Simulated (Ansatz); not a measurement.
# A defect in a wire: Mo wire along [100], 4 atoms a period, Fe placed on top of one Mo

Wanted: the relaxed defect and the transmission past it, beside the channels of the perfect wire.

Main program and level: Ansatz 0.2.0; DFT PBE, plane waves, PAW; relaxation of a wire's period, in the first sound run; inputs show where later runs differ.

## (1) Starting point

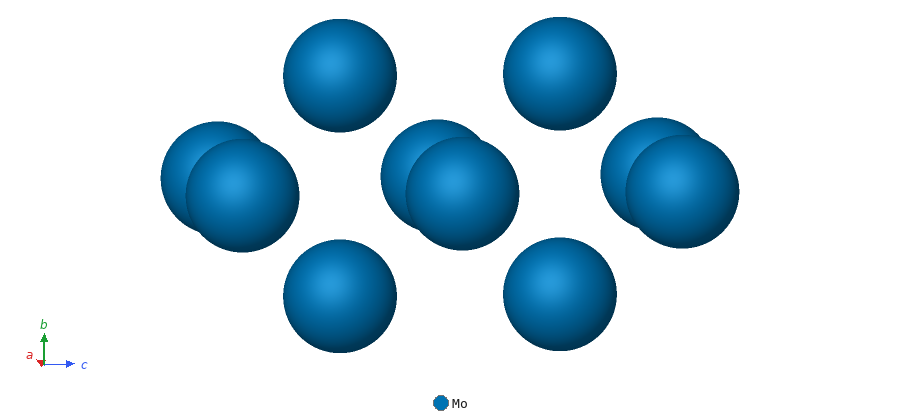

The starting structure, seen from the side, with the c axis across the page (molybdenum blue). 1×1×2 cells are drawn. Some periodic images of atoms are drawn too.

The cell holds 4 atoms: 4 Mo. Its edges and angles: a = 9.960 Å, b = 9.960 Å, c = 3.160 Å, α = 90.0°, β = 90.0°, γ = 90.0°. Vacuum lies along a and b. The structure's axis is c.

## (2) The relaxed wire

Band widths follow the bond lengths, so the wire is relaxed first. The atoms and the third cell vector are free; the box across stays fixed as vacuum. A Fermi-Dirac smearing is set since the result may be a metal. The pressure printed is a third of the stress's trace over the whole box, vacuum included; only the stress along the axis is relaxed.

input.yaml

```yaml
crystal:
  lattice:
    - [9.96, 0.0, 0.0]
    - [0.0, 9.96, 0.0]
    - [0.0, 0.0, 3.16]
  atoms:
    - { symbol: Mo, position: [0.341365462, 0.5, 0.0] }
    - { symbol: Mo, position: [0.658634538, 0.5, 0.0] }
    - { symbol: Mo, position: [0.5, 0.341365462, 0.5] }
    - { symbol: Mo, position: [0.5, 0.658634538, 0.5] }
kpoints:
  mp_grid: { grid: [1, 1, 26] }
scf:
  occupations: { method: fermi_dirac, width: 0.05 }
hamiltonian:
  xc: pbe
relax:
  cell: { fix: [a, b, alpha, beta, gamma] }
  max_steps: 60
```

Command:

```
> ansatz run input.yaml --threads 4 --pin off --max-ram 16384MiB --backend cpu --events-out ev --progress --plain --runs-dir out
```

Numbers of over 12 decimals in the logs are rounded to 6 here.

The log of the run:

```text
Engine: ansatz 0.2.0, aarch64-unknown-linux-gnu
Pseudopotentials: kind: paw
Pseudopotential: Mo, paw, valence charge 14, recommended cutoff 420 eV (normal), Mo.paw.azcp
Functional definition: PBE
  parameter kappa = 0.804
  parameter beta = 0.066725
  exchange = pbe_x(kappa = kappa, mu = beta*pi^2/3)
  correlation = pbe_c(beta = beta)
Crystal: 4 atoms, lattice volume = 313.477 Å³
Basis set: ecut = 420 eV, 6175 PW (Γ), exchange–correlation on 144×144×48 points (8 copies of the dense FFT grid, shifted against one another)
Bands: 34, of which v1, the nominal top of the filled ones, is band 28 counted from 1 (27 counted from 0)
Symmetry: 16 space group operations
Space group: P42/mmc (ITA 131), of the structure as read, at distance tolerance 6.8e-5 Å
k-points: 14 of 26
Non-local potential: Mo, projectors of the file, l = 0: 3, l = 1: 2, l = 2: 2, l = 3: 1
PAW form: soft (Blöchl's): semilocal exchange-correlation on the pseudo side does not see the compensation charge
PAW one-centre angular grid: Mo, 590 points (default); XC on 64 Gauss nodes
Initial density: superposition of atomic densities (neutral atoms: chi_scale 0, normalization atom), corrected by the library's trained network
Initial wavefunctions: pseudopotential atomic-orbital guess
Functional: x = pbe(κ = 0.804, μ = 0.219515), c = pbe(β = 0.066725)
SCF iter   1: F=—  HF=-19813.588440 eV  |F-HF|=—  |Δ(HF+E_count)|=         —  Δρ=7.30e-3  dr2=9.45e-2  ethr=1.77e-3  ⟨swp⟩=7.4  Hψ=4285  notcnv=0
automatic band count: the SCF goes on with 40 bands, as 34 were too few: the levels above may hold too much charge
preconditioner: auto → LDOS  [metal: Δε(μ)=0.102 eV  Ē_g=3.227 eV  σ=0.050 eV  W_gap=0.40  n_scr=38 (ndim 8)  ℏωp=10.3 eV  f_vac=0.588  D(μ)=6.45/eV (n_scr^D=28)  β→1.0]
SCF iter   2: F=—  HF=-19813.596051 eV  |F-HF|=—  |Δ(HF+E_count)|=   7.61e-3  Δρ=3.40e-3  dr2=4.15e-2  ethr=1.69e-4  ⟨swp⟩=3.0  Hψ=1225  notcnv=0  defer=8
SCF iter   3: F=—  HF=-19813.590128 eV  |F-HF|=—  |Δ(HF+E_count)|=   5.92e-3  Δρ=1.18e-3  dr2=1.44e-2  ethr=7.41e-5  ⟨swp⟩=2.8  Hψ=1045  notcnv=0  defer=8
SCF iter   4: F=—  HF=-19813.589167 eV  |F-HF|=—  |Δ(HF+E_count)|=   9.62e-4  Δρ=7.44e-4  dr2=1.72e-3  ethr=2.57e-5  ⟨swp⟩=2.0  Hψ=808  notcnv=0  defer=8
SCF iter   5: F=—  HF=-19813.588937 eV  |F-HF|=—  |Δ(HF+E_count)|=   2.30e-4  Δρ=1.89e-4  dr2=2.83e-4  ethr=3.07e-6  ⟨swp⟩=2.1  Hψ=713  notcnv=0  defer=8
SCF iter   6: F=—  HF=-19813.589031 eV  |F-HF|=—  |Δ(HF+E_count)|=   9.45e-5  Δρ=4.39e-5  dr2=6.90e-6  ethr=5.06e-7  ⟨swp⟩=2.0  Hψ=723  notcnv=0  defer=8
SCF iter   7: F=—  HF=-19813.589250 eV  |F-HF|=—  |Δ(HF+E_count)|=   2.19e-4  Δρ=1.24e-5  dr2=5.84e-7  ethr=1.23e-8  ⟨swp⟩=2.4  Hψ=972  notcnv=0  defer=8
SCF iter   8: F=-19813.589251 eV  HF=-19813.589251 eV  |F-HF|=5.24e-10  |Δ(HF+E_count)|=   1.08e-6  Δρ=3.95e-6  dr2=9.55e-8  ethr=1.79e-10  ⟨swp⟩=5.1  Hψ=1959  notcnv=0
SCF 1 converged in 8 iterations: F = -19813.589251 eV  dr2 = 9.55e-8
  greatest PAW one-centre occupation: 0.998 electrons in one spin orbital (limit 2), on the Mo atom at site 3 (counted from 0), in its partial waves of l = 0
relax step   1: F+E_penalty+E_count = -19813.58925117 eV  Δ(F+E_penalty+E_count) = +0.000e0 eV  max|allowed force component| = 4.075e0 eV/Å  Δτ_max = 0.0000 Å  P = -6.608 GPa  Ω = 313.477 Å³  fix = [a, b, alpha, beta, gamma]  reactions: a -6.608, b -6.608 GPa  (8 SCF iters, dr2 threshold 1.00e-7 eV, accepted)
Crystal: 4 atoms, lattice volume = 309.297 Å³
Basis set: ecut = 420 eV, 6103 PW (Γ), exchange–correlation on 144×144×48 points (8 copies of the dense FFT grid, shifted against one another)
Bands: 40, of which v1, the nominal top of the filled ones, is band 28 counted from 1 (27 counted from 0)
Initial density: handed on by an earlier stage of this run
Initial wavefunctions: those handed on with the density
iter 1 solved again at ethr=2.06e-3 eV; its pass at ethr=3.10e-3 eV (dr2=1.15e0 eV) is discarded
SCF iter   1: F=—  HF=-19815.483515 eV  |F-HF|=—  |Δ(HF+E_count)|=         —  Δρ=1.67e-2  dr2=1.18e0  ethr=2.06e-3  ⟨swp⟩=1.3  Hψ=2918  notcnv=0
preconditioner: auto → LDOS  [metal: Δε(μ)=0.127 eV  Ē_g=4.264 eV  σ=0.050 eV  W_gap=0.47  n_scr=38 (ndim 8)  ℏωp=10.3 eV  f_vac=0.629  D(μ)=2.43/eV (n_scr^D=8)  β→1.0]
SCF iter   2: F=—  HF=-19815.638691 eV  |F-HF|=—  |Δ(HF+E_count)|=   1.55e-1  Δρ=1.15e-2  dr2=1.86e0  ethr=2.06e-3  ⟨swp⟩=4.1  Hψ=1384  notcnv=0
SCF iter   3: F=—  HF=-19815.349928 eV  |F-HF|=—  |Δ(HF+E_count)|=   2.89e-1  Δρ=2.47e-3  dr2=2.85e-2  ethr=2.06e-3  ⟨swp⟩=2.9  Hψ=1045  notcnv=0  defer=30
SCF iter   4: F=—  HF=-19815.351212 eV  |F-HF|=—  |Δ(HF+E_count)|=   1.28e-3  Δρ=6.61e-4  dr2=1.50e-3  ethr=5.08e-5  ⟨swp⟩=2.6  Hψ=1035  notcnv=0  defer=30
SCF iter   5: F=—  HF=-19815.351844 eV  |F-HF|=—  |Δ(HF+E_count)|=   6.32e-4  Δρ=2.20e-4  dr2=1.75e-4  ethr=2.68e-6  ⟨swp⟩=3.0  Hψ=1060  notcnv=0  defer=30
SCF iter   6: F=—  HF=-19815.352242 eV  |F-HF|=—  |Δ(HF+E_count)|=   3.98e-4  Δρ=7.30e-5  dr2=1.53e-5  ethr=3.12e-7  ⟨swp⟩=2.5  Hψ=813  notcnv=0  defer=29
SCF iter   7: F=-19815.352246 eV  HF=-19815.352246 eV  |F-HF|=7.37e-7  |Δ(HF+E_count)|=   3.81e-6  Δρ=1.40e-5  dr2=3.27e-7  ethr=7.14e-10  ⟨swp⟩=4.1  Hψ=2542  notcnv=0
SCF 2 converged in 7 iterations: F = -19815.352246 eV  dr2 = 3.27e-7
  greatest PAW one-centre occupation: 0.999 electrons in one spin orbital (limit 2), on the Mo atom at site 3 (counted from 0), in its partial waves of l = 0
relax step   2: F+E_penalty+E_count = -19815.35224641 eV  Δ(F+E_penalty+E_count) = -1.763e0 eV  max|allowed force component| = 7.673e-1 eV/Å  Δτ_max = 0.1953 Å  P = +0.274 GPa  Ω = 309.297 Å³  energy of the carried Pulay correction = +2.012e-4 eV  fix = [a, b, alpha, beta, gamma]  reactions: a +1.070, b +1.070 GPa  (7 SCF iters, dr2 threshold 4.00e-7 eV, accepted)
Crystal: 4 atoms, lattice volume = 294.792 Å³
Basis set: ecut = 420 eV, 5741 PW (Γ), exchange–correlation on 144×144×48 points (8 copies of the dense FFT grid, shifted against one another)
iter 1 solved again at ethr=8.25e-5 eV; its pass at ethr=3.10e-3 eV (dr2=4.62e-2 eV) is discarded
SCF iter   1: F=—  HF=-19815.336983 eV  |F-HF|=—  |Δ(HF+E_count)|=         —  Δρ=5.07e-3  dr2=4.72e-2  ethr=8.25e-5  ⟨swp⟩=1.9  Hψ=3140  notcnv=0
preconditioner: auto → LDOS  [insulator: Δε(μ)=0.199 eV  Ē_g=4.150 eV  σ=0.050 eV  W_gap=0.51  n_scr=36 (ndim 8)  ℏωp=10.6 eV  f_vac=0.611  D(μ)=5.79/eV (n_scr^D=24)  ε∞_Penn≈7.5  β→1.0]
SCF iter   2: F=—  HF=-19815.330334 eV  |F-HF|=—  |Δ(HF+E_count)|=   6.65e-3  Δρ=1.65e-3  dr2=6.20e-3  ethr=8.25e-5  ⟨swp⟩=3.0  Hψ=1177  notcnv=0
SCF iter   3: F=—  HF=-19815.330461 eV  |F-HF|=—  |Δ(HF+E_count)|=   1.27e-4  Δρ=5.57e-4  dr2=1.73e-3  ethr=1.11e-5  ⟨swp⟩=2.1  Hψ=1120  notcnv=0
SCF iter   4: F=—  HF=-19815.330361 eV  |F-HF|=—  |Δ(HF+E_count)|=   1.00e-4  Δρ=2.89e-4  dr2=4.51e-4  ethr=3.09e-6  ⟨swp⟩=2.4  Hψ=853  notcnv=0
SCF iter   5: F=—  HF=-19815.330333 eV  |F-HF|=—  |Δ(HF+E_count)|=   2.84e-5  Δρ=9.82e-5  dr2=2.76e-5  ethr=8.05e-7  ⟨swp⟩=2.5  Hψ=902  notcnv=0
SCF iter   6: F=—  HF=-19815.330571 eV  |F-HF|=—  |Δ(HF+E_count)|=   2.38e-4  Δρ=3.92e-5  dr2=4.03e-6  ethr=4.93e-8  ⟨swp⟩=2.2  Hψ=857  notcnv=0
SCF iter   7: F=-19815.330576 eV  HF=-19815.330576 eV  |F-HF|=3.23e-7  |Δ(HF+E_count)|=   4.89e-6  Δρ=8.25e-6  dr2=2.46e-7  ethr=7.14e-10  ⟨swp⟩=4.0  Hψ=2339  notcnv=0
SCF 3 converged in 7 iterations: F = -19815.330576 eV  dr2 = 2.46e-7
relax step   3: F+E_penalty+E_count = -19815.33057584 eV  Δ(F+E_penalty+E_count) = +2.167e-2 eV  max|allowed force component| = 3.877e-1 eV/Å  Δτ_max = 0.0539 Å  P = +0.346 GPa  Ω = 294.792 Å³  energy of the carried Pulay correction = +9.209e-4 eV  fix = [a, b, alpha, beta, gamma]  (7 SCF iters, dr2 threshold 4.00e-7 eV, rejected (line search))
[...]
relax step   4: F+E_penalty+E_count = -19815.41602511 eV  Δ(F+E_penalty+E_count) = -6.378e-2 eV  max|allowed force component| = 1.822e-1 eV/Å  Δτ_max = 0.0329 Å  P = -0.243 GPa  Ω = 303.386 Å³  energy of the carried Pulay correction = +4.904e-4 eV  fix = [a, b, alpha, beta, gamma]  reactions: a -0.303, b -0.303 GPa  (10 SCF iters, accepted)
[...]
relax step   5: F+E_penalty+E_count = -19815.41787566 eV  Δ(F+E_penalty+E_count) = -1.851e-3 eV  max|allowed force component| = 1.478e-2 eV/Å  Δτ_max = 0.0054 Å  P = +0.028 GPa  Ω = 303.229 Å³  energy of the carried Pulay correction = +4.982e-4 eV  fix = [a, b, alpha, beta, gamma]  reactions: a -0.009, b -0.009 GPa  (5 SCF iters, dr2 threshold 4.00e-7 eV, accepted)
[...]
relax step   6: F+E_penalty+E_count = -19815.41792617 eV  Δ(F+E_penalty+E_count) = -5.051e-5 eV  max|allowed force component| = 1.315e-2 eV/Å  Δτ_max = 0.0004 Å  P = -0.013 GPa  Ω = 303.571 Å³  energy of the carried Pulay correction = +4.813e-4 eV  fix = [a, b, alpha, beta, gamma]  reactions: a -0.012, b -0.012 GPa  (5 SCF iters, dr2 threshold 2.53e-8 eV, accepted)
[...]
relax step   7: F+E_penalty+E_count = -19815.41794674 eV  Δ(F+E_penalty+E_count) = -2.057e-5 eV  max|allowed force component| = 2.691e-4 eV/Å  Δτ_max = 0.0005 Å  P = -0.021 GPa  Ω = 303.490 Å³  energy of the carried Pulay correction = +4.853e-4 eV  fix = [a, b, alpha, beta, gamma]  reactions: a -0.031, b -0.031 GPa  (5 SCF iters, dr2 threshold 1.08e-8 eV, accepted)
Initial wavefunctions: pseudopotential atomic-orbital guess (no wavefunctions were taken with the density)
iter 1 solved again at ethr=2.58e-7 eV; its pass at ethr=3.10e-3 eV (dr2=1.44e-4 eV) is discarded
SCF iter   1: F=—  HF=-19815.417141 eV  |F-HF|=—  |Δ(HF+E_count)|=         —  Δρ=4.20e-5  dr2=7.49e-7  ethr=2.58e-7  ⟨swp⟩=4.0  Hψ=4093  notcnv=0
SCF iter   2: F=—  HF=-19815.417342 eV  |F-HF|=—  |Δ(HF+E_count)|=   2.01e-4  Δρ=7.47e-6  dr2=1.82e-7  ethr=1.34e-9  ⟨swp⟩=2.8  Hψ=1016  notcnv=0
SCF iter   3: F=—  HF=-19815.417342 eV  |F-HF|=—  |Δ(HF+E_count)|=   3.14e-8  Δρ=3.34e-6  dr2=1.07e-7  ethr=3.24e-10  ⟨swp⟩=2.8  Hψ=1114  notcnv=0
SCF iter   4: F=—  HF=-19815.417342 eV  |F-HF|=—  |Δ(HF+E_count)|=   2.04e-8  Δρ=1.16e-6  dr2=4.06e-9  ethr=1.91e-10  ⟨swp⟩=2.0  Hψ=730  notcnv=0
SCF iter   5: F=—  HF=-19815.417342 eV  |F-HF|=—  |Δ(HF+E_count)|=   1.32e-9  Δρ=2.51e-7  dr2=2.61e-10  ethr=7.24e-12  ⟨swp⟩=3.0  Hψ=1108  notcnv=0
SCF iter   6: F=-19815.417342 eV  HF=-19815.417342 eV  |F-HF|=1.09e-11  |Δ(HF+E_count)|=  4.37e-11  Δρ=5.07e-8  dr2=8.26e-12  ethr=1.00e-12  ⟨swp⟩=5.3  Hψ=1933  notcnv=0
SCF 8 converged in 6 iterations: F = -19815.417342 eV  dr2 = 8.26e-12
relax step   8: F+E_penalty+E_count = -19815.41734179 eV  Δ(F+E_penalty+E_count) = +6.050e-4 eV  max|allowed force component| = 7.388e-5 eV/Å  Δτ_max = 0.0000 Å  P = -0.019 GPa  Ω = 303.490 Å³  fix = [a, b, alpha, beta, gamma]  reactions: a -0.029, b -0.029 GPa  stress off target by 1.80e-3 GPa on what of the cell is left free  SCF on the basis re-selected at this cell (its energy is not comparable with the rows above)  (6 SCF iters)
basis re-selected at this cell: Δ(F+E_penalty+E_count) = +6.050e-4 eV, ΔP = +0.002 GPa vs the last step (what re-selecting the basis moved, of the pressure what is left beyond the Pulay correction that the steps carried, after the strain that the cell walked since its last selection, with what the two solves' SCF thresholds leave and, on support functions, any second-order correction that the steps lacked; it is no m [...]
SCF converged after 6 iterations
Free energy (F): -19815.417342 eV
Harris-Foulkes:  -19815.417342 eV  (|F-HF|=1.09e-11)
Internal energy: -19815.390416 eV  (E = F + TS)
E sigma→0 (E₀):  -19815.403879 eV
Entropy (-TS):   -0.026926 eV (-6.732 meV/atom)
Fermi energy:    1.854348 eV
--- Per-component energies (eV) ---
  E_band       = -1290.294621
  E_kinetic    = 1764.284208
  E_local      = -18906.006172  (includes V_loc(G=0)·N_el)
  E_nonlocal   = 583.760839
  E_hartree    = 8377.654753
  E_xc         = -726.745308
  E_vxc        = -906.018923  (∫ρ·V_xc dr)
  E_paw        = -12809.061963  (= ΣΔE_a)
  E_vpaw       = -581.624140  (= ΣTr[D̂ρ^β])
  E_aug_tail   = 0.000165  (compensation charges beyond the density's cutoff)
  E_ewald      = 1900.723063
  E_smearing   = -0.026926  (= −TS)
  E_closure    = -0.000000  (closes the sum)
  Σ components = -19815.417342   (vs F -19815.417342, Δ=0.00e0)
--- Forces (eV/Å), atoms counted from 1 ---
  atom   1  Mo     0.00007388     0.00000000     0.00000000
  atom   2  Mo    -0.00007388     0.00000000     0.00000000
  atom   3  Mo    -0.00000000     0.00007388     0.00000000
  atom   4  Mo    -0.00000000    -0.00007388     0.00000000
  max |Σ_I F_I| component: 4.07e-20 eV/Å
--- Stress (GPa, compression-positive) ---
       -0.028881       0.000000       0.000000
        0.000000      -0.028881       0.000000
        0.000000       0.000000       0.001804
  P = ⅓ Tr σ = -0.0187 GPa (-0.187 kbar)
--- Relaxed structure (7 steps of the walk, 6 accepted, 1 SCFs on fresh bases) ---
  F+E_penalty+E_count = -19815.41734179 eV   max|allowed force component| = 7.388e-5 eV/Å   (the final SCF, on the basis selected at the relaxed cell)
  cell:  # Å, volume = 303.4898 Å³
    - [9.96, 0.0, 0.0]
    - [0.0, 9.96, 0.0]
    - [0.0, 0.0, 3.059324]
  atoms:
    - { symbol: Mo, position: [0.358204, 0.5, 0.0] }
    - { symbol: Mo, position: [0.641796, 0.5, 0.0] }
    - { symbol: Mo, position: [0.5, 0.358204, 0.5] }
    - { symbol: Mo, position: [0.5, 0.641796, 0.5] }
```

Elapsed: 20 s, on 4 threads of Arm Neoverse V1, shared host; peak memory 0.7 GiB; 75 s of CPU time.

Step by step:

```tsv
step	energy less that of the first step (eV)	largest force component (eV/Å)	pressure (GPa)	volume (Å³)
1	0.0000	4.0753	-6.61	313.48
2	-1.7630	0.7673	0.27	309.30
3	-1.7413	0.3877	0.35	294.79
4	-1.8268	0.1822	-0.24	303.39
5	-1.8286	0.0148	0.03	303.23
6	-1.8287	0.0132	-0.01	303.57
7	-1.8287	0.0003	-0.02	303.49
8*	-1.8281	0.0001	-0.02	303.49
```

Relaxation steps marked * repeat the geometry before them on a plane-wave basis chosen anew for their cell, so energy and pressure can jump there. Relaxation step 3 was tried and not accepted.

The run keeps the 16 symmetry operations that it works with, so distortions that break them were not tested.

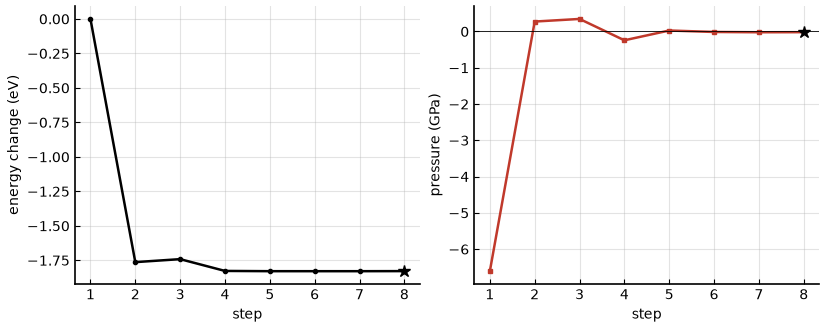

Energy and pressure along the relaxation. Stars mark steps on a basis chosen anew.

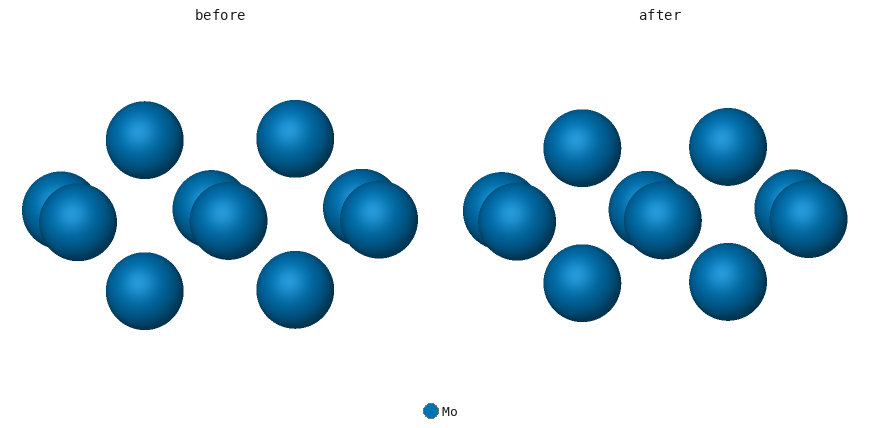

The structure before and after the relaxation, drawn at the same scale.

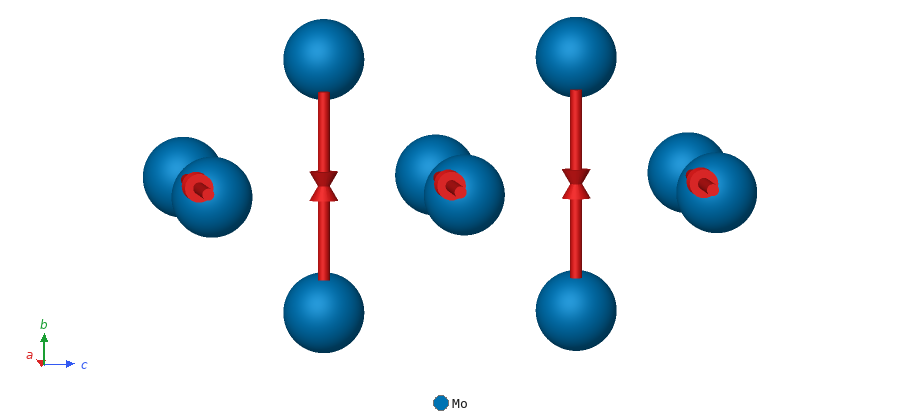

Displacements in the relaxation, exaggerated, measured against the changing cell; the longest in the cell stands for 0.17 Å. 1×1×2 cells are drawn. Some periodic images of atoms are drawn too.

```tsv
cell as run	before	after	change
c (Å)	3.160	3.059	-3.2 %
```

The atoms that moved most (Å, along periodic axes as changes of fractional coordinates times the final cell, across vacuum about the mean position):

```tsv
atom	dx	dy	dz	length
Mo1	0.168	0.000	0.000	0.168
Mo2	-0.168	0.000	0.000	0.168
Mo3	0.000	0.168	0.000	0.168
Mo4	0.000	-0.168	0.000	0.168
```

The relaxed structure:

```cif
data_structure
_symmetry_space_group_name_H-M 'P 1'
_symmetry_Int_Tables_number 1
_cell_length_a 9.9600
_cell_length_b 9.9600
_cell_length_c 3.0593
_cell_angle_alpha 90.000
_cell_angle_beta 90.000
_cell_angle_gamma 90.000
_cell_volume 303.49
loop_
_atom_site_label
_atom_site_type_symbol
_atom_site_fract_x
_atom_site_fract_y
_atom_site_fract_z
_atom_site_occupancy
Mo1 Mo 0.35820 0.50000 0.00000 1
Mo2 Mo 0.64180 0.50000 0.00000 1
Mo3 Mo 0.50000 0.35820 0.50000 1
Mo4 Mo 0.50000 0.64180 0.50000 1
```

Numbers from this step:

```yaml
energy_at_zero_smearing: -19815.4039 eV
cell_length_along_the_wire: 3.059 Å
```

The cell's length comes to 3.059 Å with spin left out.

(Part 1 of 4 ends here.)

[Logs are printed without paths, hosts, clocks, repeated set-up lines and the standing remarks that a program may print on its own settings, such as how far it seeks lower states.]

[Hosts, paths, dates, database ids (printed as entryN), source tags and the programs' standing remarks are cut or masked in the printed files.]
